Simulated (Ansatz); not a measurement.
**Nudged elastic band, with input and output: B16N17 (part 3 of 3)**

B16N17 (defect cell, 33 atoms in the cell); DFT PBE+D3(BJ), scalar-relativistic, plane waves, PAW, spin-polarised (Ansatz 0.2.0); cutoff 420 eV, 2×2×2 k-mesh, Gaussian smearing of 0.02 eV, collinear spins. The structure derives from a Materials Project entry. It belongs to a series of runs on one base structure; here: climbing-image band for the jump of N by 0.66 A.

Output, continued:
```
--- Forces (eV/Å), atoms counted from 1 ---
  atom   1  B     -0.00470140    -0.00141443    -0.00062444
  atom   2  B      0.00039753    -0.00421082    -0.00154311
  atom   3  B     -0.00378395    -0.00123628    -0.00043919
  atom   4  B     -0.00402248     0.00206189     0.00051949
  atom   5  B     -0.00483208     0.00070433    -0.00041252
  atom   6  B     -0.00062406    -0.00010373     0.00007699
  atom   7  B      0.00568715    -0.00478585    -0.00069519
  atom   8  B      0.00256659     0.00244317     0.00068390
  atom   9  B     -0.00139433     0.00094993     0.00068108
  atom  10  B     -0.00217027     0.00737133     0.00041774
  atom  11  B      0.00169816     0.00076275     0.00033133
  atom  12  B      0.00594837    -0.00317015     0.00332793
  atom  13  B      0.01231879     0.00100940    -0.00177828
  atom  14  B     -0.00064387     0.00110505    -0.00032753
  atom  15  B     -0.00614599    -0.00004149     0.00017222
  atom  16  B     -0.00246232    -0.00066634     0.00019558
  atom  17  N     -0.00103781    -0.00310850    -0.00181707
  atom  18  N      0.00081957    -0.00856576     0.00053637
  atom  19  N     -0.00667170    -0.00060519    -0.00058446
  atom  20  N     -0.00822523     0.00635945     0.00113113
  atom  21  N     -0.01062823    -0.00125067    -0.00016250
  atom  22  N      0.00267157     0.00071405     0.00600946
  atom  23  N      0.00801268    -0.00148605     0.00020525
  atom  24  N      0.00222289     0.00107440    -0.00071627
  atom  25  N      0.00375847     0.00107853    -0.00098750
  atom  26  N     -0.00100404     0.00642137     0.00293323
  atom  27  N      0.00703961     0.00449499     0.00379519
  atom  28  N      0.00105729    -0.00177782     0.00086645
  atom  29  N      0.00619811    -0.00296047    -0.00029559
  atom  30  N     -0.00175564    -0.00064622     0.00017179
  atom  31  N     -0.00526192     0.00205230    -0.00028069
  atom  32  N      0.00257959    -0.00289131     0.00002278
  atom  33  N      0.00238742     0.00031175    -0.01139272
  max |Σ_I F_I| component: 2.09e-5 eV/Å
--- Band table (eV; the first three rows and the last of 8) ---
  k-point 0 ↑: bands = ["-14.7369", "-12.3516", "-11.5560", "-11.5103", "-11.3501", "-11.2708", "-11.2162", "-10.4330", "-9.7104", "-9.6125", "-9.6091", "-9.5429", "-9.5181", "-9.4513", "-9.3782", "-9.3546", "-6.6646", "-4.0434", "-3.8113", "-3.7269", "-2.7988", "-2.6563", "-2.5084", "-2.4886", "-2.4797", "-2.4351", "-1.0955", "-1.0349", "-0.8235", "-0.7869", "-0.7207", "-0.7021", "-0.4568", "-0.1964", "-0.1527", "-0.0395", "-0.0021", "0.0341", "0.0700", "0.4528", "0.4816", "0.8894", "0.9264", "1.0005", "1.2941", "1.5095", "1.9833", "2.0342", "2.0961", "2.1270", "2.1704", "2.1859", "2.2697", "2.3234", "2.9817", "3.2531", "3.4484", "3.7099", "3.7683", "3.9102", "3.9484", "4.0077", "4.1092", "4.2014", "4.3240", "5.0968", "5.4419", "9.7047", "10.0777", "10.3018", "10.4387", "10.7677", "10.7870", "10.8595", "11.0141", "11.5354", "12.4381", "12.6373", "12.7065", "13.1977", "13.5432", "13.6224", "13.7679", "14.1096", "14.5317", "14.6242", "14.7356", "14.8954", "15.0078", "15.5161", "15.5811", "15.6166", "15.8946", "16.3148", "16.5089", "16.6171", "16.6558", "16.7660", "17.0242", "17.1200"]
  k-point 1 ↑: bands = ["-14.7363", "-12.2618", "-11.9576", "-11.6958", "-11.2395", "-10.7361", "-10.6124", "-10.5302", "-10.3101", "-10.1315", "-9.9069", "-9.6201", "-9.4239", "-9.3917", "-9.0600", "-8.9898", "-6.6597", "-3.7858", "-3.3361", "-3.2467", "-3.2008", "-3.0994", "-3.0861", "-2.7155", "-2.4799", "-1.8263", "-1.5215", "-1.4492", "-1.3720", "-1.3497", "-1.3010", "-0.5556", "-0.0049", "0.0677", "0.2595", "0.3217", "0.4834", "0.6015", "0.7572", "0.8256", "0.8894", "0.9522", "1.0678", "1.1382", "1.2354", "1.3085", "1.3845", "1.5654", "1.6395", "1.9833", "2.1517", "2.2512", "2.4791", "2.6360", "2.9121", "3.0388", "3.0980", "3.2989", "3.3525", "3.4418", "3.6252", "4.3408", "4.4260", "4.5117", "4.7913", "5.0711", "5.3661", "9.7329", "9.9618", "10.1689", "10.4056", "10.5486", "10.7009", "11.1273", "11.6584", "11.9090", "12.0962", "12.4660", "12.5220", "12.8193", "13.6051", "13.8770", "14.0877", "14.2651", "14.6038", "14.7143", "15.1152", "15.2007", "15.5602", "15.7469", "16.1155", "16.1644", "16.2376", "16.2966", "16.3655", "16.5006", "16.5395", "16.8321", "16.8558", "17.0694"]
  k-point 2 ↑: bands = ["-14.7363", "-12.2818", "-11.9297", "-11.6438", "-11.3322", "-10.7115", "-10.6455", "-10.5067", "-10.3020", "-10.1542", "-9.7804", "-9.6386", "-9.4986", "-9.4191", "-9.0674", "-8.9558", "-6.6613", "-3.7215", "-3.4294", "-3.2682", "-3.2188", "-3.1333", "-3.0380", "-2.6450", "-2.5092", "-1.7148", "-1.5315", "-1.4407", "-1.3949", "-1.3680", "-1.3244", "-0.4092", "-0.1287", "0.0559", "0.1198", "0.3008", "0.3797", "0.5966", "0.8092", "0.8632", "0.9260", "0.9502", "0.9895", "1.0841", "1.1911", "1.3262", "1.3854", "1.5772", "1.8892", "2.0712", "2.2008", "2.3359", "2.5131", "2.6447", "2.8374", "3.0197", "3.1384", "3.2185", "3.3539", "3.4341", "3.5281", "4.2228", "4.3088", "4.5948", "4.8395", "5.0933", "5.4189", "9.8164", "9.9670", "10.0230", "10.3800", "10.5039", "10.8826", "11.2854", "11.5849", "11.7651", "12.0782", "12.4493", "12.5922", "12.8700", "13.4506", "13.8708", "13.9487", "14.2754", "14.8009", "14.8643", "15.0491", "15.1928", "15.4618", "15.6310", "16.0127", "16.1443", "16.2073", "16.3659", "16.4756", "16.4989", "16.6023", "16.7512", "16.8610", "17.0173"]
  k-point 3 ↓: bands = ["-14.4419", "-12.2478", "-11.9353", "-11.6326", "-11.2557", "-10.7078", "-10.6014", "-10.4976", "-10.2888", "-10.1367", "-9.7688", "-9.5839", "-9.4662", "-9.4057", "-9.0534", "-8.9385", "-6.1468", "-3.5371", "-3.3752", "-3.2478", "-3.1936", "-3.1382", "-3.0428", "-2.6741", "-2.4921", "-1.6186", "-1.5342", "-1.4082", "-1.3727", "-1.3404", "-1.3035", "-0.3721", "0.0067", "0.0797", "0.2062", "0.3051", "0.3789", "0.7016", "0.8206", "0.8869", "0.9421", "0.9625", "1.0033", "1.1464", "1.2563", "1.3528", "1.4082", "1.6368", "2.0230", "2.1175", "2.1921", "2.3587", "2.5332", "2.6492", "2.8299", "3.1380", "3.2369", "3.2552", "3.3865", "3.4831", "3.6771", "4.3287", "4.4890", "4.7371", "4.8922", "5.5047", "6.1586", "9.8185", "10.0290", "10.2038", "10.4151", "10.5053", "10.7750", "11.4637", "11.6969", "11.8686", "12.1061", "12.4145", "12.5990", "13.0227", "13.5050", "13.9181", "14.0481", "14.2615", "14.7944", "14.9565", "15.0958", "15.3053", "15.4220", "15.6657", "16.0434", "16.1805", "16.2289", "16.3944", "16.4569", "16.4809", "16.6300", "16.7746", "16.8836", "17.0013"]
this run last wrote the band of iteration 13 to [file]
--- NEB band (7 images, 13 band iterations, 567 SCF iterations, 37 more in tests of the images' electronic states and relaxations of end points) ---
  forward barrier  = 0.059756 eV
  backward barrier = 0.059756 eV
  lagrangian_above_aufbau_ev (what the smearing adds, to first order; not taken off the barriers): saddle image -0.000000 eV, end points -0.000000 and -0.000000 eV
  climbing image's point = of an order that was not read
  energies are F+E_penalty+E_count in eV, relative to image 0
  image     s (Å)  Δ vs image 0  max|band force component| (eV/Å)     M (μB)  M_abs (μB)
      0    0.0000      0.000000                                 —    +1.0000      1.0938
      1    0.2406      0.038852                          6.218e-3    +1.0000      1.1021
      2    0.4814      0.036004                          1.568e-2    +1.0000      1.1071
      3    0.7223      0.005523                          2.924e-2    +1.0000      1.1100
  *   4    0.9636      0.059756                          1.257e-2    +1.0000      1.1057
      5    1.1421      0.019689                          5.950e-3    +1.0000      1.0990
      6    1.3205      0.000000                                 —    +1.0000      1.0938
  climbing-image geometry (image 4):
  cell:  # Å, volume = 286.7426 Å³
    - [-5.0122276274, 2.8938109699, 3.2948837584]
    - [0.0, -5.7876219398, 3.2948837584]
    - [5.0122276274, 2.8938109699, 3.2948837584]
  atoms:
    - { symbol: B, position: [0.23778415537175823, 0.7377871487077905, 0.986750765078503] }
    - { symbol: B, position: [0.49060069995015165, 0.4909079739801855, 0.9904849613821105] }
    - { symbol: B, position: [0.7499181801798209, 0.2501062388053064, 1.0005563614497002] }
    - { symbol: B, position: [0.991228517713876, 0.7412867289633727, 0.24033529061599374] }
    - { symbol: B, position: [0.9982422412456282, 0.9980657217832765, 0.9981971607405169] }
    - { symbol: B, position: [0.23257715110837887, 0.4829886627046079, 0.23146299848924426] }
    - { symbol: B, position: [0.49231411379412604, 0.2441301598820685, 0.24196625766498112] }
    - { symbol: B, position: [0.7594483061994171, 0.7566072131251841, 0.5046508334739045] }
    - { symbol: B, position: [0.7542619839093763, 1.0041400256547979, 0.2523471549946922] }
    - { symbol: B, position: [0.992872995789106, 0.4932663788396132, 0.49294516655022397] }
    - { symbol: B, position: [0.24207889978730193, 0.24315788532433447, 0.4918978735858174] }
    - { symbol: B, position: [0.4852672060655151, 0.7337480846039925, 0.7323655220280885] }
    - { symbol: B, position: [0.5150239592563461, 1.0246572701099264, 0.5133276172891272] }
    - { symbol: B, position: [0.7523669371128657, 0.5022243392590628, 0.7547846187217929] }
    - { symbol: B, position: [1.0011211684911168, 0.25068859399554316, 0.7506147023752924] }
    - { symbol: B, position: [0.24946131942826455, 0.998858514570424, 0.7510011344531436] }
    - { symbol: N, position: [0.5895172177178536, 0.0911091237006556, 0.33800959393895286] }
    - { symbol: N, position: [0.8343953399046626, 0.834624033053821, 0.3325280305392378] }
    - { symbol: N, position: [0.06561926422256076, 0.5668926379692261, 0.3166226437834059] }
    - { symbol: N, position: [0.3373345434163687, 0.08841621584083881, 0.587205639699665] }
    - { symbol: N, position: [0.31509047379426147, 0.3144744635888399, 0.3151739535755467] }
    - { symbol: N, position: [0.6269527885419615, 0.8794093768091718, 0.6239751078038331] }
    - { symbol: N, position: [0.8374657098501799, 0.5866636611655717, 0.5873565214507054] }
    - { symbol: N, position: [0.08282573604918825, 0.08306864242866138, 0.8328381740688182] }
    - { symbol: N, position: [0.07691805027946264, 0.327180933336633, 0.5768446855255001] }
    - { symbol: N, position: [0.3234555320488797, 0.826348716361889, 0.8259482859940612] }
    - { symbol: N, position: [0.5833718460433244, 0.5798526976701971, 0.8345225579211334] }
    - { symbol: N, position: [0.8340639204355753, 0.08409947742948368, 0.0838630766258992] }
    - { symbol: N, position: [0.8352041751036637, 0.3343065657154366, 0.8350513013509392] }
    - { symbol: N, position: [0.07519362901527177, 0.8255293695639535, 0.0752071774739757] }
    - { symbol: N, position: [0.3123230991114221, 0.5626006481464292, 0.06168957611470388] }
    - { symbol: N, position: [0.5773223514236376, 0.3272223767708387, 0.0774619038505441] }
    - { symbol: N, position: [0.47226286850534205, 0.6977380090388662, 0.4976175696232785] }
```

The last band as extended XYZ (Å, eV, eV/Å):
```
33
Lattice="-5.0122 2.8938 3.2949 0.0000 -5.7876 3.2949 5.0122 2.8938 3.2949" Properties=species:S:1:pos:R:3:forces:R:3 image=0 energy=-9061.92098
B     3.7720   -0.7211    6.5145    0.0023   0.0007  -0.0012
B     2.5119    1.4458    6.4997    0.0000  -0.0015   0.0016
B     1.2570    3.6150    6.5881   -0.0017   0.0009   0.0011
B    -3.7585   -0.7239    6.5093   -0.0005   0.0006  -0.0003
B     0.0007    0.0012    9.8816    0.0005  -0.0008   0.0002
B     0.0077   -1.4513    3.1249   -0.0025  -0.0008  -0.0016
B    -1.2492    0.7191    3.2047   -0.0007  -0.0007   0.0012
B    -1.2675   -0.7151    6.4232   -0.0074   0.0035  -0.0053
B    -2.5149   -2.8863    6.6239   -0.0031  -0.0010   0.0003
B    -2.5054    1.4466    6.5093   -0.0012  -0.0008  -0.0004
B     1.2575    0.7111    3.2196    0.0007  -0.0014  -0.0018
B     1.3157   -0.7036    6.7404    0.0047   0.0028  -0.0008
B     0.0141   -2.9580    6.7404   -0.0010  -0.0042  -0.0007
B    -0.0110    1.4507    6.6240    0.0005   0.0034   0.0001
B    -1.2537    3.6161    6.5868    0.0015   0.0002   0.0001
B     2.5181   -2.9008    6.6486    0.0016   0.0002  -0.0008
N    -1.2507    2.1634    3.3423    0.0015  -0.0002   0.0011
N    -2.5327   -1.4561    6.6021    0.0028  -0.0046   0.0010
N     1.2591   -2.1738    3.0995   -0.0030   0.0025  -0.0013
N     1.2648    2.1538    3.3637   -0.0017   0.0016  -0.0004
N     0.0028    0.0082    3.0858    0.0012  -0.0031   0.0016
N     0.0358   -1.4676    6.8549    0.0012  -0.0006   0.0103
N    -1.2583    0.7510    6.6022    0.0048  -0.0001   0.0009
N     3.7613    2.1691    3.3001   -0.0008   0.0002   0.0007
N     2.5072    0.0009    3.2396   -0.0004  -0.0002   0.0001
N     2.5263   -1.4489    6.6586   -0.0019  -0.0001  -0.0004
N     1.2603    0.7249    6.6372    0.0001   0.0001   0.0011
N    -3.7596    2.1664    3.2947    0.0005   0.0000  -0.0003
N     0.0032    2.8962    6.5897   -0.0001   0.0003  -0.0006
N    -0.0003   -4.3421    3.2396    0.0001   0.0000  -0.0003
N    -1.2587   -2.1769    3.0861    0.0034   0.0014  -0.0002
N    -2.5031   -0.0017    3.2142    0.0003   0.0003  -0.0005
N    -0.3279   -1.2576    5.3686   -0.0017   0.0015  -0.0045
33
Lattice="-5.0122 2.8938 3.2949 0.0000 -5.7876 3.2949 5.0122 2.8938 3.2949" Properties=species:S:1:pos:R:3:forces:R:3 image=3 energy=-9061.91546
B     3.7529   -0.7290    6.4551    0.0036  -0.0072   0.0074
B     2.5035    1.4444    6.4993   -0.0048   0.0024   0.0091
B     1.2560    3.6199    6.6010    0.0025   0.0052   0.0053
B    -3.7553   -0.7295    6.4911    0.0121  -0.0093  -0.0155
B    -0.0008    0.0010    9.8645    0.0004  -0.0027  -0.0015
B    -0.0004   -1.4537    3.1312    0.0065  -0.0029   0.0023
B    -1.2544    0.7140    3.2316    0.0023   0.0029   0.0037
B    -1.2365   -0.7337    6.5316    0.0458  -0.0109  -0.1087
B    -2.5159   -2.8921    6.6081    0.0000   0.0102  -0.0180
B    -2.5019    1.4434    6.5269    0.0057  -0.0045  -0.0059
B     1.2543    0.7149    3.2270   -0.0034  -0.0046   0.0047
B     1.2304   -0.7303    6.4574   -0.0059  -0.0086   0.0554
B    -0.0007   -2.9502    6.7677    0.0030  -0.0005  -0.0023
B     0.0038    1.4570    6.6127   -0.0073  -0.0021  -0.0027
B    -1.2565    3.6203    6.6010    0.0025   0.0036  -0.0006
B     2.5141   -2.8884    6.5675    0.0022  -0.0020   0.0033
N    -1.2571    2.1613    3.3491    0.0102   0.0028  -0.0087
N    -2.5109   -1.4570    6.5418   -0.0020   0.0042  -0.0340
N     1.2580   -2.1747    3.1363   -0.0051   0.0037  -0.0069
N     1.2551    2.1637    3.3262    0.0000  -0.0033   0.0027
N     0.0002    0.0017    3.1368    0.0039  -0.0021   0.0086
N     0.0042   -1.4721    7.1060    0.0181  -0.0073   0.0598
N    -1.2524    0.7350    6.6093   -0.0100   0.0086  -0.0142
N     3.7585    2.1705    3.2927    0.0054  -0.0041   0.0047
N     2.5060   -0.0005    3.2421    0.0011   0.0014   0.0036
N     2.5099   -1.4569    6.4705    0.0031   0.0067   0.0123
N     1.2561    0.7401    6.5708   -0.0005  -0.0100   0.0117
N    -3.7605    2.1701    3.3094   -0.0008  -0.0061  -0.0002
N    -0.0002    2.8999    6.6142    0.0039   0.0008   0.0023
N    -0.0008   -4.3428    3.2118   -0.0008   0.0045   0.0000
N    -1.2560   -2.1738    3.1051    0.0016   0.0004   0.0144
N    -2.5057    0.0008    3.2386    0.0012  -0.0047  -0.0019
N     0.0031   -1.2183    5.5837   -0.0944   0.0357   0.0096
33
Lattice="-5.0122 2.8938 3.2949 0.0000 -5.7876 3.2949 5.0122 2.8938 3.2949" Properties=species:S:1:pos:R:3:forces:R:3 image=6 energy=-9061.92098
B     3.7585   -0.7239    6.5093    0.0005   0.0006  -0.0003
B     2.5054    1.4466    6.5093    0.0012  -0.0008  -0.0004
B     1.2537    3.6161    6.5868   -0.0015   0.0002   0.0001
B    -3.7720   -0.7211    6.5145   -0.0023   0.0007  -0.0012
B    -0.0007    0.0012    9.8816   -0.0005  -0.0008   0.0002
B    -0.0077   -1.4513    3.1249    0.0025  -0.0008  -0.0016
B    -1.2575    0.7111    3.2196   -0.0007  -0.0014  -0.0018
B    -1.3157   -0.7036    6.7404   -0.0047   0.0028  -0.0008
B    -2.5181   -2.9008    6.6486   -0.0016   0.0002  -0.0008
B    -2.5119    1.4458    6.4997    0.0000  -0.0015   0.0016
B     1.2492    0.7191    3.2047    0.0007  -0.0007   0.0012
B     1.2675   -0.7151    6.4232    0.0074   0.0035  -0.0053
B    -0.0141   -2.9580    6.7404    0.0010  -0.0042  -0.0007
B     0.0110    1.4507    6.6240   -0.0005   0.0034   0.0001
B    -1.2570    3.6150    6.5881    0.0017   0.0009   0.0011
B     2.5149   -2.8863    6.6239    0.0031  -0.0010   0.0003
N    -1.2648    2.1538    3.3637    0.0017   0.0016  -0.0004
N    -2.5263   -1.4489    6.6586    0.0019  -0.0001  -0.0004
N     1.2587   -2.1769    3.0861   -0.0034   0.0014  -0.0002
N     1.2507    2.1634    3.3423   -0.0015  -0.0002   0.0011
N    -0.0028    0.0082    3.0858   -0.0012  -0.0031   0.0016
N    -0.0358   -1.4676    6.8549   -0.0012  -0.0006   0.0103
N    -1.2603    0.7249    6.6372   -0.0001   0.0001   0.0011
N     3.7596    2.1664    3.2947   -0.0005   0.0000  -0.0003
N     2.5031   -0.0017    3.2142   -0.0003   0.0003  -0.0005
N     2.5327   -1.4561    6.6021   -0.0028  -0.0046   0.0010
N     1.2583    0.7510    6.6022   -0.0048  -0.0001   0.0009
N    -3.7613    2.1691    3.3001    0.0008   0.0002   0.0007
N    -0.0032    2.8962    6.5897    0.0001   0.0002  -0.0006
N     0.0003   -4.3421    3.2396   -0.0001   0.0000  -0.0003
N    -1.2591   -2.1738    3.0995    0.0030   0.0025  -0.0013
N    -2.5072    0.0009    3.2396    0.0004  -0.0002   0.0001
N     0.3279   -1.2576    5.3686    0.0017   0.0015  -0.0045
```

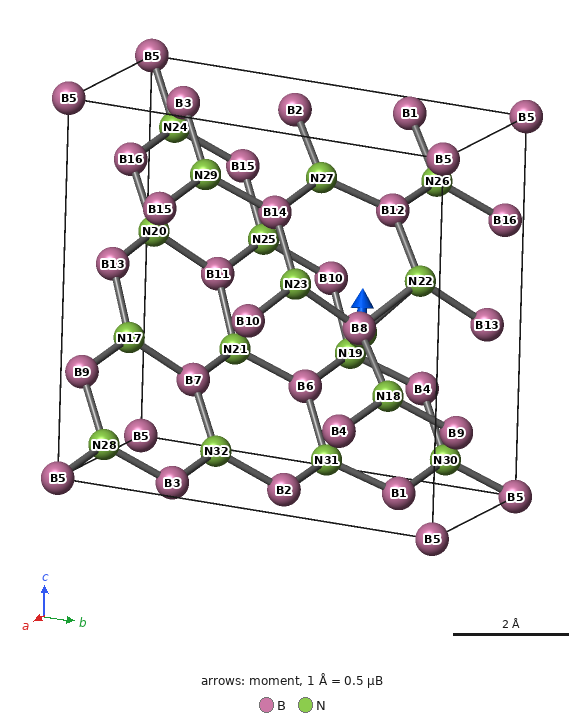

Magnetic moments of the sites as blue arrows (ball-and-stick view of the cell of the calculation, seen slightly off an axis; atoms are numbered from 1 in the order of the input); small moments hardly show. The run is collinear, so the axis drawn is arbitrary. Site moments: N33 (0.39 μB). They are counted near the atoms and needn't add up to the moment of the cell.

Key numbers:

```csv
quantity,value
outcome,converged
"barrier, forward",0.060 eV
"barrier, backward",0.060 eV
electrons treated,133
wall time,16 min (CPU time 43 min)
peak memory,2.2 GiB
```

Notes:

The order of the saddle point was not checked.
